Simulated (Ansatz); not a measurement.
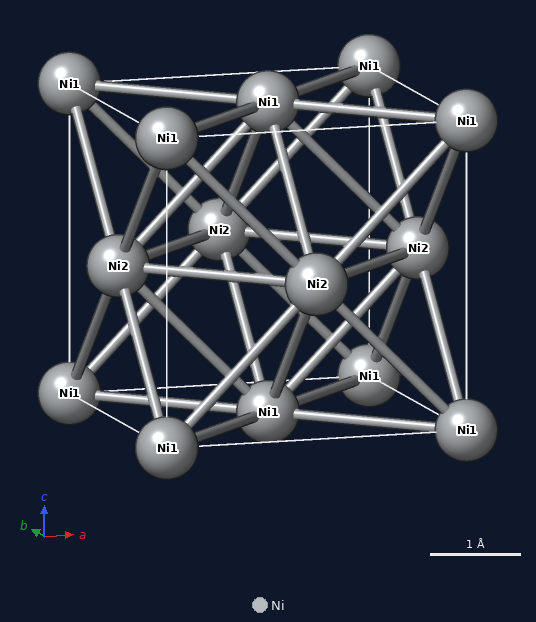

Figure 1. The structure as given in the input (ball-and-stick view of the cell 2 times as large as that of the calculation, set on its symmetry axes, seen slightly off an axis; atoms are numbered from 1 in the order of the input). An atom can appear more than once, as a periodic image. Near neighbours in the periodic cell (some may lie outside the picture): Ni has 12 Ni at 2.50 Å.

# What a change does: single-point calculation on Ni

System: Ni (Fm-3m, 2 atoms in the cell).
Method of the first run: DFT, HSE06, PAW, plane waves, scalar-relativistic, spin-polarised (Ansatz 0.2.0).

The structure derives from an entry of the Crystallography Open Database. Text and figures count atoms from 1; the logs count them from 0 in places.

Input file, the first run:
```yaml
crystal:
  lattice:
    - [-1.76598, -1.76598, -3.53196]
    - [1.76598, -1.76598, 0.0]
    - [-1.76598, -1.76598, 0.0]
  atoms:
    - { symbol: Ni, position: [0.0, 0.0, 0.0], spin: 2.0 }
    - { symbol: Ni, position: [0.5, 0.5, 0.0], spin: 2.0 }
magnetization:
  spin_polarized: true
hamiltonian:
  xc: hse06
  pseudopotentials: { kind: paw }
basis:
  ecutwfc: 420
kpoints:
  mp_grid: { grid: [4, 6, 7] }
scf:
  occupations: { method: fermi_dirac, width: 0.1 }
  lower_state_search: "off"
output:
  forces: true
  stress: true
  write_density: true
  write_potential: true
  elf: true
  volumetric_format: npy
```

Command:
```bash
ansatz run input.yaml --threads 4 --pin off --max-ram 10240MiB --backend cpu --events-out ev --progress --plain --runs-dir out
```

Hardware: 4 threads of Arm Neoverse V2, 24 GiB of memory available, shared host.

Output, shortened to warnings, some set-up lines, iterations and results (the first run):
```
Warning: crystal.symmetry: narrowed to the stabiliser of the k-point mesh — unitary ops 32 → 8; excluded 24 operations that carry a point of the 4×6×7 mesh (shift [0, 0, 0]) off the mesh (the run samples exactly the mesh kpoints.mp_grid names, as under crystal.symmetry.detect: false, and its converged state has the mesh's symmetry, not the crystal's; ε∞, the Born charges and the force constants …
Warning: output.stress: scf.convergence.dr2_threshold = 1e-7 eV (the SCF's general default) is looser than the 2e-10 eV advised for a printed stress (1e-10 eV for each atom of the cell: 2). What an SCF threshold leaves in a stress goes as its square root, and in the free energy as the threshold itself, and one threshold admits the most on a small cell: of the crystals measured, under no hybrid …
Warning: output.stress: scf.exx.energy_threshold = 1e-6 eV is looser than the 2e-8 eV advised for a stress under a hybrid functional (1e-8 eV for each atom of the cell: 2). Every SCF of the exchange loop can meet its threshold on dr2 while the loop round them stops early: no threshold on dr2 bounds what that leaves in the stress. Set scf.exx.energy_threshold to 2e-8 eV or tighter. The threshold …
Basis set: ecut = 420 eV, 403 PW (Γ), exchange–correlation on 60×36×36 points (8 copies of the dense FFT grid, shifted against one another)
Symmetry: 8 space group operations
k-points: 60 of 168
Initial density: superposition of atomic densities (chi_scale 0.1, normalization cell)
[...]
SCF iter   1: F=—  HF=-11678.942082 eV  |F-HF|=—  |Δ(HF+E_count)|=         —  Δρ=1.27e-1 (↑1.16e-1 ↓1.27e-1)  dr2=2.04e-2  dr2_m=2.96e0  M=1.858 μB ∫|m|=2.085 μB  β_m=0.30  …
SCF iter   2: F=—  HF=-11679.168631 eV  |F-HF|=—  |Δ(HF+E_count)|=   2.27e-1  Δρ=1.01e-1 (↑8.78e-2 ↓1.01e-1)  dr2=2.25e-2  dr2_m=1.78e0  M=1.743 μB ∫|m|=1.979 μB  β_m=0.62  …
SCF iter   3: F=—  HF=-11679.517168 eV  |F-HF|=—  |Δ(HF+E_count)|=   3.49e-1  Δρ=2.36e-2 (↑2.36e-2 ↓8.68e-3)  dr2=1.17e-1  dr2_m=1.17e-2  M=1.353 μB ∫|m|=1.587 μB  β_m=0.49  …
SCF iter   4: F=—  HF=-11679.493931 eV  |F-HF|=—  |Δ(HF+E_count)|=   2.32e-2  Δρ=9.06e-3 (↑3.91e-3 ↓9.06e-3)  dr2=8.03e-3  dr2_m=6.48e-3  M=1.297 μB ∫|m|=1.527 μB  β_m=0.54  …
SCF iter   5: F=—  HF=-11679.494297 eV  |F-HF|=—  |Δ(HF+E_count)|=   3.66e-4  Δρ=3.29e-3 (↑3.29e-3 ↓2.29e-3)  dr2=4.80e-4  dr2_m=1.34e-3  M=1.290 μB ∫|m|=1.499 μB  β_m=0.75  …
[... 128 lines ...]
SCF iter   3: F=—  HF=-11675.408045 eV  |F-HF|=—  |Δ(HF+E_count)|=   9.91e-9  Δρ=2.42e-6 (↑1.27e-6 ↓2.42e-6)  dr2=1.42e-9  dr2_m=4.06e-10  M=1.804 μB ∫|m|=2.377 μB  β_m=0.82  …
SCF iter   4: F=—  HF=-11675.408045 eV  |F-HF|=—  |Δ(HF+E_count)|=   2.65e-9  Δρ=2.45e-6 (↑4.98e-7 ↓2.45e-6)  dr2=1.29e-9  dr2_m=2.54e-10  M=1.804 μB ∫|m|=2.377 μB  β_m=0.91  …
SCF iter   5: F=—  HF=-11675.408046 eV  |F-HF|=—  |Δ(HF+E_count)|=   2.72e-9  Δρ=2.77e-6 (↑2.20e-6 ↓2.77e-6)  dr2=3.00e-9  dr2_m=6.22e-11  M=1.804 μB ∫|m|=2.377 μB  β_m=0.75  …
SCF iter   6: F=-11675.408046 eV  HF=-11675.408046 eV  |F-HF|=2.07e-10  |Δ(HF+E_count)|=  2.73e-11  Δρ=1.08e-6 (↑5.59e-7 ↓1.08e-6)  dr2=3.59e-10  dr2_m=3.36e-11  M=1.804 μB …
SCF 12 converged in 6 iterations: F = -11675.408046 eV  dr2 = 3.59e-10
  Residual-converged pass: ⟨swp⟩=2.5  Hψ=4641  notcnv=0  max |occ|·‖R‖ = 6.7e-7 eV (tolerance 6.7e-7 eV)  dr2=3.60e-10  dr2_m=3.38e-11  dr2_onsite=1.04e-10  max |Δocc| = 1.2e-13
hybrid outer 11: dexx = +7.225e-8 eV, tail = 8.72e-9 eV, Δε = 7.23e-4 eV (about 4.97e-4 eV left of the loop's levels), ΔF = 2.52e-29 eV/Å (tail 1.73e-29)
the last iteration of the SCF fills more bands at one k-point than at another: 18 at σ=↑ k=7 and 20 at σ=↑ k=12; 14 at σ=↓ k=59 and 19 at σ=↓ k=8 (a band counts as filled where it holds over half of its capacity, the bands of one level by their mean; [...]
this state was not tested for a lower state beside it, because the functional holds exact exchange (a hybrid, or Hartree-Fock), whose exchange loop this test does not read (fock_operator); [...]
hybrid SCF converged: 11 outer / 114 inner (+12 warm-up), last move |dexx| = 7.22e-8 eV, tail = 8.72e-9 eV
Magnetization: 1.8035 μB (18.9018 up, 17.0982 down)
Absolute magnetization: 2.3779 μB (∫|ρ↑−ρ↓|, with the PAW one-centre terms)
Spin contamination: 0.1324 ħ² per cell (⟨S²⟩ above its minimum at these occupations)
Per-site moments (μB) at R_I (Å): [(1.0058910814068736, 1.0302075575878509), (1.0058910814068736, 1.0302075575878509)]
Free energy (F): -11675.408046 eV
Frozen-core exchange: fock
Harris-Foulkes:  -11675.408046 eV  (|F-HF|=2.07e-10)
Internal energy: -11675.379881 eV  (E = F + TS)
E sigma→0 (E₀):  -11675.393963 eV
Entropy (-TS):   -0.028164 eV (-14.082 meV/atom)
Fermi energy:    17.916700 eV
--- Per-component energies (eV) ---
  E_band       = -691.564480
  E_kinetic    = 565.264834
  E_local      = -6934.360144  (includes V_loc(G=0)·N_el)
  E_nonlocal   = 1282.453335
  E_hartree    = 2902.140723
  E_xc         = -136.198736
  E_vxc        = -173.807546  (∫ρ·V_xc dr)
  E_exx        = -191.803640  (= α·E_x^exact, valence–valence)
  E_paw        = -3106.145658  (= ΣΔE_a)
  E_vpaw       = -851.791667  (= ΣTr[D̂ρ^β])
  E_aug_tail   = 0.000953  (compensation charges beyond the density's cutoff)
  E_ewald      = -6056.299010
  E_core_change = -0.432539  (= ΣΔE_core)
  E_smearing   = -0.028164  (= −TS)
  E_closure    = -0.000000  (closes the sum)
  Σ components = -11675.408046   (vs F -11675.408046, Δ=0.00e0)
--- Forces (eV/Å), atoms counted from 1 ---
  atom   1  Ni     0.00000000    -0.00000000     0.00000000
  atom   2  Ni     0.00000000    -0.00000000     0.00000000
  max |Σ_I F_I| component: 2.52e-29 eV/Å
--- Stress (GPa, compression-positive) ---
       -0.264586       1.808095      -0.354801
        1.808095      -0.264586      -0.354801
       -0.354783      -0.354783       4.977084
  P = ⅓ Tr σ = 1.4826 GPa (14.826 kbar)
[...]
```

For the second run the input was changed thus:
```diff
-    - { symbol: Ni, position: [0.0, 0.0, 0.0], spin: 2.0 }
-    - { symbol: Ni, position: [0.5, 0.5, 0.0], spin: 2.0 }
+    - { symbol: Ni, position: [0.0, 0.0, 0.0], spin: 0.4 }
+    - { symbol: Ni, position: [0.5, 0.5, 0.0], spin: 0.4 }
```

What does this change do to the results?

The energy is the same within 0.01 meV per atom. The SCF takes 132 iterations against 126.

Output, shortened to warnings, some set-up lines, iterations and results (the second run):
```
Warning: crystal.symmetry: narrowed to the stabiliser of the k-point mesh — unitary ops 32 → 8; excluded 24 operations that carry a point of the 4×6×7 mesh (shift [0, 0, 0]) off the mesh (the run samples exactly the mesh kpoints.mp_grid names, as under crystal.symmetry.detect: false, and its converged state has the mesh's symmetry, not the crystal's; ε∞, the Born charges and the force constants …
Warning: output.stress: scf.convergence.dr2_threshold = 1e-7 eV (the SCF's general default) is looser than the 2e-10 eV advised for a printed stress (1e-10 eV for each atom of the cell: 2). What an SCF threshold leaves in a stress goes as its square root, and in the free energy as the threshold itself, and one threshold admits the most on a small cell: of the crystals measured, under no hybrid …
Warning: output.stress: scf.exx.energy_threshold = 1e-6 eV is looser than the 2e-8 eV advised for a stress under a hybrid functional (1e-8 eV for each atom of the cell: 2). Every SCF of the exchange loop can meet its threshold on dr2 while the loop round them stops early: no threshold on dr2 bounds what that leaves in the stress. Set scf.exx.energy_threshold to 2e-8 eV or tighter. The threshold …
Basis set: ecut = 420 eV, 403 PW (Γ), exchange–correlation on 60×36×36 points (8 copies of the dense FFT grid, shifted against one another)
Symmetry: 8 space group operations
k-points: 60 of 168
Initial density: superposition of atomic densities (chi_scale 0.1, normalization cell)
[...]
SCF iter   1: F=—  HF=-11679.455368 eV  |F-HF|=—  |Δ(HF+E_count)|=         —  Δρ=3.61e-2 (↑3.61e-2 ↓1.28e-2)  dr2=1.20e-1  dr2_m=8.13e-2  M=0.909 μB ∫|m|=0.933 μB  β_m=1.00  …
SCF iter   2: F=—  HF=-11679.445113 eV  |F-HF|=—  |Δ(HF+E_count)|=   1.03e-2  Δρ=1.69e-2 (↑1.69e-2 ↓7.62e-3)  dr2=2.74e-2  dr2_m=1.65e-2  M=0.978 μB ∫|m|=1.046 μB  β_m=1.00  …
SCF iter   3: F=—  HF=-11679.447115 eV  |F-HF|=—  |Δ(HF+E_count)|=   2.00e-3  Δρ=1.03e-2 (↑1.03e-2 ↓4.00e-3)  dr2=1.03e-2  dr2_m=7.05e-3  M=1.033 μB ∫|m|=1.120 μB  β_m=1.00  …
SCF iter   4: F=—  HF=-11679.453699 eV  |F-HF|=—  |Δ(HF+E_count)|=   6.58e-3  Δρ=5.82e-3 (↑5.82e-3 ↓3.93e-3)  dr2=1.08e-3  dr2_m=4.63e-3  M=1.079 μB ∫|m|=1.182 μB  β_m=1.00  …
SCF iter   5: F=—  HF=-11679.462732 eV  |F-HF|=—  |Δ(HF+E_count)|=   9.03e-3  Δρ=5.39e-3 (↑2.75e-3 ↓5.39e-3)  dr2=7.86e-4  dr2_m=3.30e-3  M=1.119 μB ∫|m|=1.233 μB  β_m=1.00  …
[... 134 lines ...]
SCF iter   3: F=—  HF=-11675.408046 eV  |F-HF|=—  |Δ(HF+E_count)|=   5.20e-9  Δρ=1.85e-6 (↑1.26e-6 ↓1.85e-6)  dr2=7.87e-10  dr2_m=2.86e-10  M=1.804 μB ∫|m|=2.377 μB  β_m=0.82 …
SCF iter   4: F=—  HF=-11675.408046 eV  |F-HF|=—  |Δ(HF+E_count)|=   1.24e-9  Δρ=2.44e-6 (↑6.27e-7 ↓2.44e-6)  dr2=1.20e-9  dr2_m=2.16e-10  M=1.804 μB ∫|m|=2.377 μB  β_m=0.91  …
SCF iter   5: F=—  HF=-11675.408046 eV  |F-HF|=—  |Δ(HF+E_count)|=   1.23e-9  Δρ=2.23e-6 (↑1.80e-6 ↓2.23e-6)  dr2=1.94e-9  dr2_m=2.60e-11  M=1.804 μB ∫|m|=2.377 μB  β_m=0.73  …
SCF iter   6: F=-11675.408046 eV  HF=-11675.408046 eV  |F-HF|=3.24e-10  |Δ(HF+E_count)|=  3.86e-10  Δρ=9.64e-7 (↑7.22e-7 ↓9.64e-7)  dr2=3.39e-10  dr2_m=9.87e-12  M=1.804 μB …
SCF 12 converged in 6 iterations: F = -11675.408046 eV  dr2 = 3.39e-10
  Residual-converged pass: ⟨swp⟩=2.2  Hψ=4883  notcnv=0  max |occ|·‖R‖ = 6.6e-7 eV (tolerance 6.6e-7 eV)  dr2=3.38e-10  dr2_m=1.00e-11  dr2_onsite=9.66e-11  max |Δocc| = 2.7e-13
hybrid outer 11: dexx = +3.257e-8 eV, tail = 7.06e-9 eV, Δε = 4.24e-4 eV (about 3.39e-4 eV left of the loop's levels), ΔF = 1.52e-29 eV/Å (tail 1.09e-29)
the last iteration of the SCF fills more bands at one k-point than at another: 18 at σ=↑ k=7 and 20 at σ=↑ k=12; 14 at σ=↓ k=59 and 19 at σ=↓ k=8 (a band counts as filled where it holds over half of its capacity, the bands of one level by their mean; [...]
this state was not tested for a lower state beside it, because the functional holds exact exchange (a hybrid, or Hartree-Fock), whose exchange loop this test does not read (fock_operator); [...]
hybrid SCF converged: 11 outer / 115 inner (+17 warm-up), last move |dexx| = 3.26e-8 eV, tail = 7.06e-9 eV
Magnetization: 1.8035 μB (18.9018 up, 17.0982 down)
Absolute magnetization: 2.3779 μB (∫|ρ↑−ρ↓|, with the PAW one-centre terms)
Spin contamination: 0.1324 ħ² per cell (⟨S²⟩ above its minimum at these occupations)
Per-site moments (μB) at R_I (Å): [(1.005889363023387, 1.0302075575878509), (1.005889363023387, 1.0302075575878509)]
Free energy (F): -11675.408046 eV
Frozen-core exchange: fock
Harris-Foulkes:  -11675.408046 eV  (|F-HF|=3.24e-10)
Internal energy: -11675.379881 eV  (E = F + TS)
E sigma→0 (E₀):  -11675.393963 eV
Entropy (-TS):   -0.028164 eV (-14.082 meV/atom)
Fermi energy:    17.916692 eV
--- Per-component energies (eV) ---
  E_band       = -691.564341
  E_kinetic    = 565.264855
  E_local      = -6934.359942  (includes V_loc(G=0)·N_el)
  E_nonlocal   = 1282.453290
  E_hartree    = 2902.140561
  E_xc         = -136.198744
  E_vxc        = -173.807556  (∫ρ·V_xc dr)
  E_exx        = -191.803640  (= α·E_x^exact, valence–valence)
  E_paw        = -3106.145665  (= ΣΔE_a)
  E_vpaw       = -851.791658  (= ΣTr[D̂ρ^β])
  E_aug_tail   = 0.000953  (compensation charges beyond the density's cutoff)
  E_ewald      = -6056.299010
  E_core_change = -0.432539  (= ΣΔE_core)
  E_smearing   = -0.028164  (= −TS)
  E_closure    = 0.000000  (closes the sum)
  Σ components = -11675.408046   (vs F -11675.408046, Δ=1.82e-12)
--- Forces (eV/Å), atoms counted from 1 ---
  atom   1  Ni     0.00000000    -0.00000000     0.00000000
  atom   2  Ni     0.00000000    -0.00000000     0.00000000
  max |Σ_I F_I| component: 3.16e-29 eV/Å
--- Stress (GPa, compression-positive) ---
       -0.264559       1.808293      -0.354689
        1.808293      -0.264559      -0.354689
       -0.354683      -0.354683       4.977327
  P = ⅓ Tr σ = 1.4827 GPa (14.827 kbar)
[...]
```

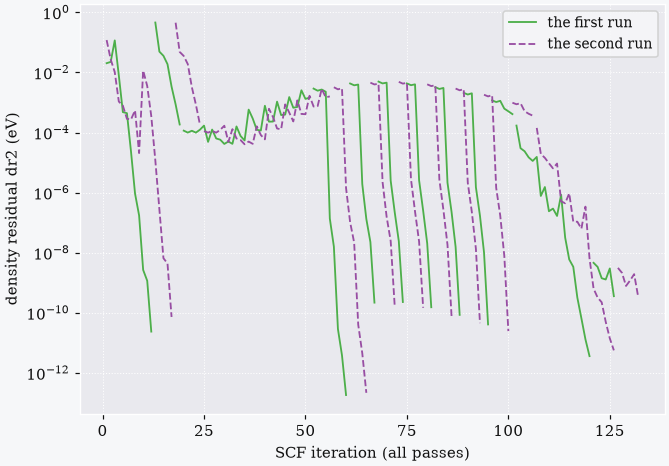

Figure 2. Convergence of the two runs: density residual dr2 against the SCF iteration. A break in a curve parts two SCF passes. The first run takes 126 iterations in all, and the second run takes 132.

The two runs side by side:

| quantity | the first run | the second run |
| --- | --- | --- |
| outcome | converged | converged |
| free energy per atom (eV) | −5837.7040 | −5837.7040 |
| energy per atom, smearing taken to zero (eV) | −5837.6970 | −5837.6970 |
| net moment of the cell (μB) | 1.80 | 1.80 |
| absolute moment of the cell (μB) | 2.38 | 2.38 |
| pressure (GPa) | 1.48 | 1.48 |
| largest force (eV/Å) | 0.000 | 0.000 |
| SCF iterations | 126 | 132 |
| irreducible k-points | 60 | 60 |
| plane waves at Γ | 403 | 403 |
| wall time (shared host) | 55 s | 58 s |

For both runs: Warnings: the state was not tested for a lower one; the exchange loop's threshold is looser than advised for the stress; the SCF threshold is looser than advised for the printed stress; the k-point mesh lowers the symmetry that the run can use.
